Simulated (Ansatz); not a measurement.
**Run report: C, geometry relaxation (part 2 of 2)**

The same run, continued: C (Fmmm, 2 atoms in the cell); DFT LDA, scalar-relativistic, plane waves, PAW, no spin polarisation (Ansatz 0.2.0); cutoff 420 eV, 14×14×14 k-mesh, Gaussian smearing of 0.02 eV. The structure derives from an entry of the Crystallography Open Database.

Geometry of the input (Å; fractional positions):
```
0.0000  2.1270  3.3480
1.2280  0.0000  3.3480
1.2280  2.1270  0.0000
C  0.1667  0.8333  0.1667
C  0.8333  0.1667  0.8333
```

Log, continued:
```
relax step   6: F+E_penalty+E_count = -485.96405221 eV  Δ(F+E_penalty+E_count) = -1.395e-4 eV  max|allowed force component| = 4.711e-4 eV/Å  Δτ_max = 0.0000 Å  P = +0.028 GPa  Ω = 17.417 Å³  stress off target by 5.42e-2 GPa  SCF on the basis re-selected at this cell (its energy is not comparable with the rows above)  (8 SCF iters)
basis re-selected at this cell: Δ(F+E_penalty+E_count) = -1.395e-4 eV, ΔP = +0.007 GPa vs the last step (what re-selecting the basis moved, of the pressure what is left beyond the Pulay correction that the steps carried, after the strain that the cell walked since its last selection, with what the two solves' SCF thresholds leave and, on support functions, any second-order correction that the steps lacked; it is no measure of the basis error at this ecutwfc). This SCF's stress stands 5.42e-2 GPa from its target on what of the cell is left free (relax.cell.stress_tol is 5.00e-2 GPa) and its largest allowed force component is 4.71e-4 eV/Å (relax.f_tol is 5.00e-3 eV/Å): not within both, so this SCF does not close the relaxation
Crystal: 2 atoms, lattice volume = 17.438 Å³
iter 1 solved again at ethr=1.12e-7 eV; its pass at ethr=3.10e-3 eV (dr2=8.99e-6 eV) is discarded
SCF iter   1: F=—  HF=-485.963954 eV  |F-HF|=—  |Δ(HF+E_count)|=         —  Δρ=1.79e-4  dr2=7.48e-6  ethr=1.12e-7  ⟨swp⟩=2.2  Hψ=30594  notcnv=0
preconditioner: auto → none  [insulator: Δε(μ)=0.376 eV  Ē_g=18.388 eV  σ=0.020 eV  W_gap=1.00  n_scr=2 (ndim 8)  ℏωp=25.2 eV  f_vac=0.000  D(μ)=0.00/eV (n_scr^D=0)  ε∞_Penn≈2.9]
SCF iter   2: F=—  HF=-485.963951 eV  |F-HF|=—  |Δ(HF+E_count)|=   3.31e-6  Δρ=7.31e-5  dr2=1.23e-6  ethr=9.35e-8  ⟨swp⟩=2.0  Hψ=4736  notcnv=0
SCF iter   3: F=—  HF=-485.963951 eV  |F-HF|=—  |Δ(HF+E_count)|=   2.81e-7  Δρ=8.64e-6  dr2=5.68e-9  ethr=1.53e-8  ⟨swp⟩=2.7  Hψ=5102  notcnv=0
iter 4 did not close the SCF: its close was put off for the readings that it lacked (scf_convergence_deferred on its scf_iter line)
SCF iter   4: F=-485.963951 eV  HF=-485.963951 eV  |F-HF|=1.76e-12  |Δ(HF+E_count)|=  4.29e-10  Δρ=2.17e-7  dr2=5.06e-12  ethr=7.10e-11  ⟨swp⟩=1.9  Hψ=4039  notcnv=0
iter 5 did not close the SCF: its close was put off for the readings that it lacked (scf_convergence_deferred on its scf_iter line)
SCF iter   5: F=-485.963951 eV  HF=-485.963951 eV  |F-HF|=5.68e-14  |Δ(HF+E_count)|=  1.99e-12  Δρ=5.49e-8  dr2=1.93e-13  ethr=1.00e-12  ⟨swp⟩=1.8  Hψ=4006  notcnv=0
iter 6 did not close the SCF: its close was put off for the readings that it lacked (scf_convergence_deferred on its scf_iter line)
SCF iter   6: F=-485.963951 eV  HF=-485.963951 eV  |F-HF|=3.41e-13  |Δ(HF+E_count)|=  5.68e-14  Δρ=1.18e-8  dr2=1.55e-14  ethr=1.00e-12  ⟨swp⟩=1.0  Hψ=3424  notcnv=0
iter 7 did not close the SCF: its close was put off for the readings that it lacked (scf_convergence_deferred on its scf_iter line)
SCF iter   7: F=-485.963951 eV  HF=-485.963951 eV  |F-HF|=0.00e0  |Δ(HF+E_count)|=  1.14e-13  Δρ=4.23e-9  dr2=2.21e-15  ethr=1.00e-12  ⟨swp⟩=1.0  Hψ=3424  notcnv=0
SCF iter   8: F=-485.963951 eV  HF=-485.963951 eV  |F-HF|=3.98e-13  |Δ(HF+E_count)|=  5.68e-14  Δρ=3.16e-10  dr2=7.93e-18  ethr=1.00e-12  ⟨swp⟩=2.8  Hψ=10893  notcnv=0
SCF 7 converged in 8 iterations: F = -485.963951 eV  dr2 = 7.93e-18
relax step   7: F+E_penalty+E_count = -485.96395124 eV  Δ(F+E_penalty+E_count) = +1.010e-4 eV  max|allowed force component| = 5.631e-5 eV/Å  Δτ_max = 0.0000 Å  P = +0.005 GPa  Ω = 17.438 Å³  energy of the carried Pulay correction = -1.051e-4 eV  (8 SCF iters, accepted)
iter 1 solved again at ethr=1.77e-7 eV; its pass at ethr=3.10e-3 eV (dr2=1.41e-5 eV) is discarded
SCF iter   1: F=—  HF=-485.964057 eV  |F-HF|=—  |Δ(HF+E_count)|=         —  Δρ=1.08e-5  dr2=4.13e-9  ethr=1.77e-7  ⟨swp⟩=2.4  Hψ=31701  notcnv=0
eigensolver tolerance schedule: the retry pair's looser diagonalisation over-reported the residual by 3416.42 of it (diagonalisation noise at 0.24 of the residual, at the tolerance the schedule requests for it); recorded, not acted on — ethr = c·dr2/N_el stays at c = 1.0e-1
preconditioner: auto → none  [insulator: Δε(μ)=0.376 eV  Ē_g=18.389 eV  σ=0.020 eV  W_gap=1.00  n_scr=2 (ndim 8)  ℏωp=25.2 eV  f_vac=0.000  D(μ)=0.00/eV (n_scr^D=0)  ε∞_Penn≈2.9]
SCF iter   2: F=—  HF=-485.964058 eV  |F-HF|=—  |Δ(HF+E_count)|=   7.69e-7  Δρ=5.17e-6  dr2=6.01e-10  ethr=5.17e-11  ⟨swp⟩=3.0  Hψ=5972  notcnv=0
SCF iter   3: F=—  HF=-485.964058 eV  |F-HF|=—  |Δ(HF+E_count)|=  7.30e-10  Δρ=1.95e-6  dr2=8.08e-11  ethr=7.51e-12  ⟨swp⟩=1.0  Hψ=3450  notcnv=0
iter 4 did not close the SCF: its close was put off for the readings that it lacked (scf_convergence_deferred on its scf_iter line)
SCF iter   4: F=-485.964058 eV  HF=-485.964058 eV  |F-HF|=5.68e-14  |Δ(HF+E_count)|=  1.27e-10  Δρ=4.10e-8  dr2=3.19e-13  ethr=1.01e-12  ⟨swp⟩=2.0  Hψ=4400  notcnv=0
iter 5 did not close the SCF: its close was put off for the readings that it lacked (scf_convergence_deferred on its scf_iter line)
SCF iter   5: F=-485.964058 eV  HF=-485.964058 eV  |F-HF|=0.00e0  |Δ(HF+E_count)|=    0.00e0  Δρ=7.70e-9  dr2=1.27e-14  ethr=1.00e-12  ⟨swp⟩=1.0  Hψ=3424  notcnv=0
iter 6 did not close the SCF: its close was put off for the readings that it lacked (scf_convergence_deferred on its scf_iter line)
SCF iter   6: F=-485.964058 eV  HF=-485.964058 eV  |F-HF|=1.14e-13  |Δ(HF+E_count)|=  1.14e-13  Δρ=2.48e-9  dr2=1.50e-15  ethr=1.00e-12  ⟨swp⟩=1.0  Hψ=3424  notcnv=0
iter 7 did not close the SCF: its close was put off for the readings that it lacked (scf_convergence_deferred on its scf_iter line)
SCF iter   7: F=-485.964058 eV  HF=-485.964058 eV  |F-HF|=1.14e-13  |Δ(HF+E_count)|=  1.14e-13  Δρ=2.11e-10  dr2=1.01e-17  ethr=1.00e-12  ⟨swp⟩=1.0  Hψ=3424  notcnv=0
SCF iter   8: F=-485.964058 eV  HF=-485.964058 eV  |F-HF|=1.71e-13  |Δ(HF+E_count)|=  1.14e-13  Δρ=1.04e-10  dr2=1.30e-18  ethr=1.00e-12  ⟨swp⟩=2.0  Hψ=9630  notcnv=0
SCF 8 converged in 8 iterations: F = -485.964058 eV  dr2 = 1.30e-18
relax step   8: F+E_penalty+E_count = -485.96405771 eV  Δ(F+E_penalty+E_count) = -1.065e-4 eV  max|allowed force component| = 5.149e-5 eV/Å  Δτ_max = 0.0000 Å  P = +0.007 GPa  Ω = 17.438 Å³  stress off target by 1.90e-2 GPa  SCF on the basis re-selected at this cell (its energy is not comparable with the rows above)  (8 SCF iters)
```

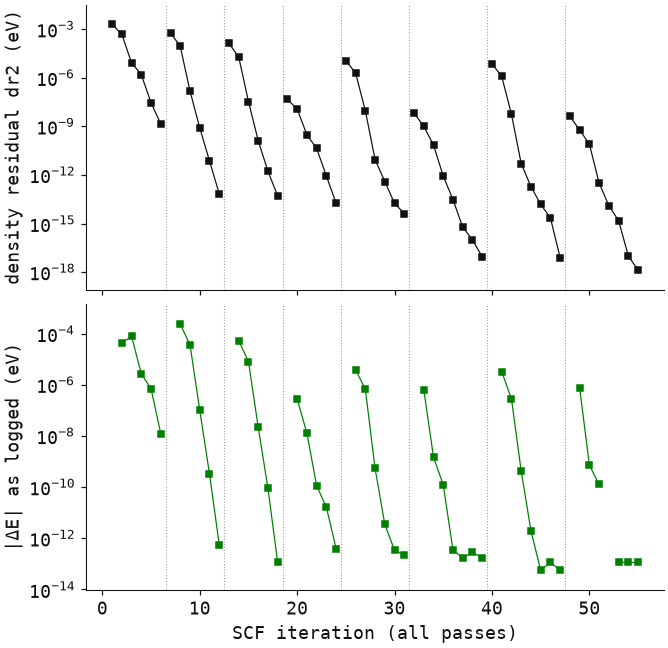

Figure 1. Convergence of the self-consistent field: density residual dr2 and size of the energy change against the SCF iteration. The dotted lines part the SCF passes of the relaxation: geometry steps, rejected trials and re-solves on a re-selected basis. The 8 passes take 6 to 8 iterations each, 55 in all.

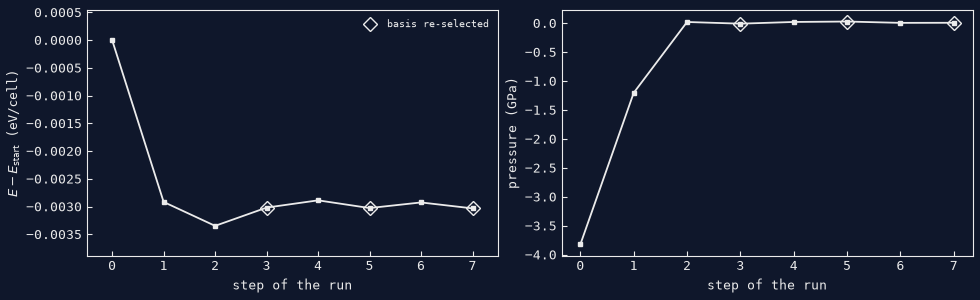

Figure 2. Progress of the relaxation, step by step (the first geometry is step 0 here and step 1 in the log).

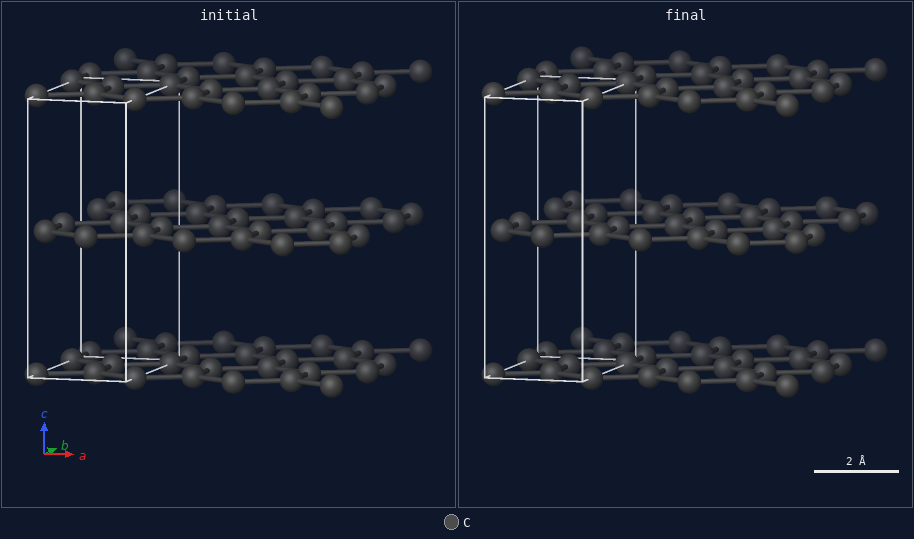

Figure 3. Before (left) and after (right) the relaxation, at one scale (ball-and-stick view of the cell 4 times as large as that of the calculation, set on its symmetry axes, repeated 3 × 2 × 1, seen slightly off an axis). Over 4 geometry steps the energy falls by 2.9 meV per cell of the calculation. Largest force component: 0.035 eV/Å at the start, under 0.0001 eV/Å at the end. Pressure: −3.82 GPa at the start and 0.01 GPa at the end. The basis was re-selected twice at an unchanged geometry, which shifts the energy a little without any move. No atom moves by more than 0.005 Å relative to the cell. Cell: a 2.456 → 2.445 Å (−0.5 %), b 4.254 → 4.234 Å (−0.5 %), c 6.696 → 6.737 Å (+0.6 %). Volume −0.3 %. Distances before and after: C1–C2 1.418 → 1.411 Å. The space group stays Fmmm (No. 69). The energy change given includes the shifts at the re-selections in mid-walk, which come without any move. A last SCF at the same geometry on a re-selected plane-wave basis shifts the energy by −0.1 meV per cell of the calculation. (Atoms are counted from 1 in the order of the input.)

```
basis re-selected at this cell: Δ(F+E_penalty+E_count) = -1.065e-4 eV, ΔP = +0.002 GPa vs the last step (what re-selecting the basis moved, of the pressure what is left beyond the Pulay correction that the steps carried, after the strain that the cell walked since its last selection, with what the two solves' SCF thresholds leave and, on support functions, any second-order correction that the steps lacked; it is no measure of the basis error at this ecutwfc). This SCF's stress stands 1.90e-2 GPa from its target on what of the cell is left free (relax.cell.stress_tol is 5.00e-2 GPa) and its largest allowed force component is 5.15e-5 eV/Å (relax.f_tol is 5.00e-3 eV/Å): within both
SCF converged after 8 iterations
Free energy (F): -485.964058 eV
Harris-Foulkes:  -485.964058 eV  (|F-HF|=1.71e-13)
Internal energy: -485.964058 eV  (E = F + TS)
E sigma→0 (E₀):  -485.964058 eV
Fermi energy:    7.114326 eV
--- Per-component energies (eV) ---
  E_band       = -18.384480
  E_kinetic    = 183.073569
  E_local      = -312.781066  (includes V_loc(G=0)·N_el)
  E_nonlocal   = 57.150051
  E_hartree    = 94.116846
  E_xc         = -95.346373
  E_vxc        = -118.554906  (∫ρ·V_xc dr)
  E_paw        = -183.927412  (= ΣΔE_a)
  E_vpaw       = -15.505839  (= ΣTr[D̂ρ^β])
  E_aug_tail   = 0.000020  (compensation charges beyond the density's cutoff)
  E_ewald      = -228.375356
  E_core_change = 0.125665  (= ΣΔE_core)
  E_smearing   = -0.000000  (= −TS)
  E_closure    = 0.000000  (closes the sum)
  Σ components = -485.964058   (vs F -485.964058, Δ=0.00e0)
--- Forces (eV/Å), atoms counted from 1 ---
  atom   1  C      0.00000000    -0.00005149     0.00000000
  atom   2  C     -0.00000000     0.00005149    -0.00000000
  max |Σ_I F_I| component: 0.00e0 eV/Å
--- Stress (GPa, compression-positive) ---
        0.000257      -0.000000      -0.000000
       -0.000000       0.001030      -0.000000
       -0.000000      -0.000000       0.018956
  P = ⅓ Tr σ = 0.0067 GPa (0.067 kbar)
--- Band table (eV; the first three rows and the last of 428) ---
  k-point 0: bands = ["-12.7916", "0.0997", "3.8531", "3.8585", "10.6019", "15.2904", "15.3799", "18.4109"]
  k-point 1: bands = ["-12.6653", "0.2102", "3.3841", "3.5941", "10.8141", "15.4152", "15.8421", "17.9608"]
  k-point 2: bands = ["-12.2878", "0.5431", "2.1367", "2.9487", "11.4449", "15.4533", "16.7237", "17.2690"]
  k-point 427: bands = ["-12.4837", "-1.8991", "3.8246", "3.8650", "15.2821", "15.3262", "16.7798", "18.5454"]
--- Relaxed structure (5 steps of the walk, 5 accepted, 3 SCFs on fresh bases) ---
  F+E_penalty+E_count = -485.96405771 eV   max|allowed force component| = 5.149e-5 eV/Å   (the final SCF, on the basis selected at the relaxed cell)
  cell:  # Å, volume = 17.4377 Å³
    - [0.0, 2.1171581298593165, 3.368739428630302]
    - [1.2224696867227407, 0.0, 3.368739428630302]
    - [1.2224696867227407, 2.1171581298593165, 0.0]
  atoms:
    - { symbol: C, position: [0.1667410834498828, 0.8332589165501174, 0.1667410834498826] }
    - { symbol: C, position: [0.8332589165501171, 0.16674108344988314, 0.8332589165501169] }
```

Trajectory as extended XYZ (Å, eV, eV/Å), 8 frames, from step=1 to step=8:
```
2
Lattice="0.0000 2.1270 3.3480 1.2280 0.0000 3.3480 1.2280 2.1270 0.0000" Properties=species:S:1:pos:R:3:forces:R:3 step=1 energy=-485.96103 pressure_GPa=-3.82
C     1.2280    0.7090    3.3480    0.0000   0.0349   0.0000
C     1.2280    3.5450    3.3480    0.0000  -0.0349   0.0000
2
Lattice="0.0000 2.1202 3.3558 1.2243 0.0000 3.3558 1.2243 2.1202 0.0000" Properties=species:S:1:pos:R:3:forces:R:3 step=2 energy=-485.96394 pressure_GPa=-1.20
C     1.2243    0.7069    3.3558    0.0000   0.0173   0.0000
C     1.2243    3.5336    3.3558    0.0000  -0.0173   0.0000
2
Lattice="0.0000 2.1173 3.3589 1.2225 0.0000 3.3589 1.2225 2.1173 0.0000" Properties=species:S:1:pos:R:3:forces:R:3 step=3 energy=-485.96437 pressure_GPa=0.02
C     1.2225    0.7060    3.3589    0.0000   0.0031   0.0000
C     1.2225    3.5285    3.3589    0.0000  -0.0031   0.0000
2
Lattice="0.0000 2.1173 3.3589 1.2225 0.0000 3.3589 1.2225 2.1173 0.0000" Properties=species:S:1:pos:R:3:forces:R:3 step=4 energy=-485.96404 pressure_GPa=-0.01
C     1.2225    0.7060    3.3589    0.0000   0.0031   0.0000
C     1.2225    3.5285    3.3589    0.0000  -0.0031   0.0000
2
Lattice="0.0000 2.1171 3.3648 1.2225 0.0000 3.3648 1.2225 2.1171 0.0000" Properties=species:S:1:pos:R:3:forces:R:3 step=5 energy=-485.96391 pressure_GPa=0.02
C     1.2225    0.7060    3.3648    0.0000   0.0004   0.0000
C     1.2225    3.5282    3.3648    0.0000  -0.0004   0.0000
2
Lattice="0.0000 2.1171 3.3648 1.2225 0.0000 3.3648 1.2225 2.1171 0.0000" Properties=species:S:1:pos:R:3:forces:R:3 step=6 energy=-485.96405 pressure_GPa=0.03
C     1.2225    0.7060    3.3648    0.0000   0.0005   0.0000
C     1.2225    3.5282    3.3648    0.0000  -0.0005   0.0000
2
Lattice="0.0000 2.1172 3.3687 1.2225 0.0000 3.3687 1.2225 2.1172 0.0000" Properties=species:S:1:pos:R:3:forces:R:3 step=7 energy=-485.96395 pressure_GPa=0.01
C     1.2225    0.7060    3.3687    0.0000  -0.0001   0.0000
C     1.2225    3.5283    3.3687    0.0000   0.0001   0.0000
2
Lattice="0.0000 2.1172 3.3687 1.2225 0.0000 3.3687 1.2225 2.1172 0.0000" Properties=species:S:1:pos:R:3:forces:R:3 step=8 energy=-485.96406 pressure_GPa=0.01
C     1.2225    0.7060    3.3687    0.0000  -0.0001   0.0000
C     1.2225    3.5283    3.3687    0.0000   0.0001   0.0000
```

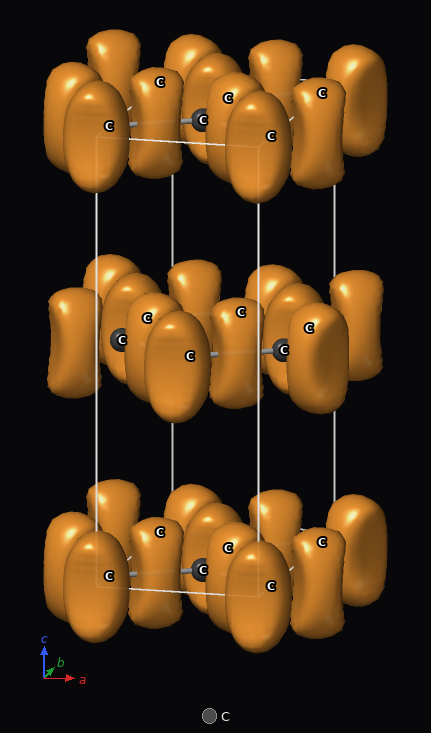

Figure 4. Isosurface of the ELF at 0.7 (orange), seen slightly off an axis. Core shells and regions of very low density are left out. Sticks mark near contacts. The outline is the cell set on symmetry axes. The ELF exceeds this value in twelve regions between bonded C–C atoms (shared pairs), counted in one cell of 8 atoms.  Values along the shortest contacts: The fields are those of the smooth PAW valence density.

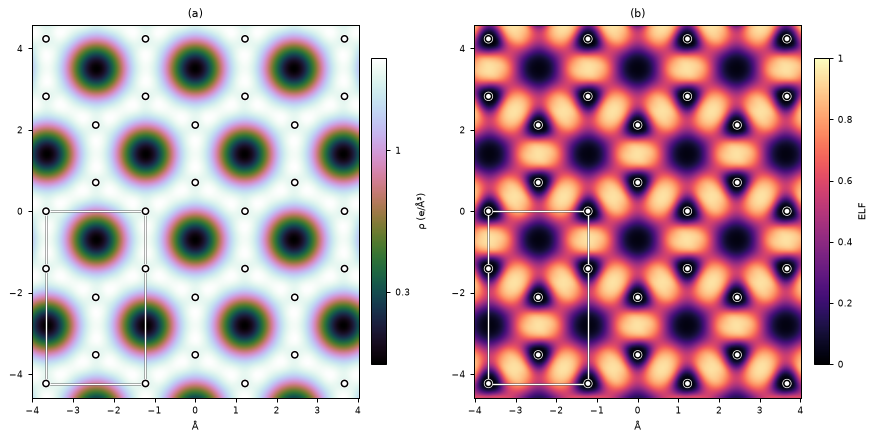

Figure 5. (a) valence pseudo-density; (b) electron localisation function on the (001) plane of the conventional cell. Circles mark the nuclei in the plane (C). The section cuts through C sites. Away from the nuclei the density in this plane falls to 0.16 e/Å³ at its lowest.
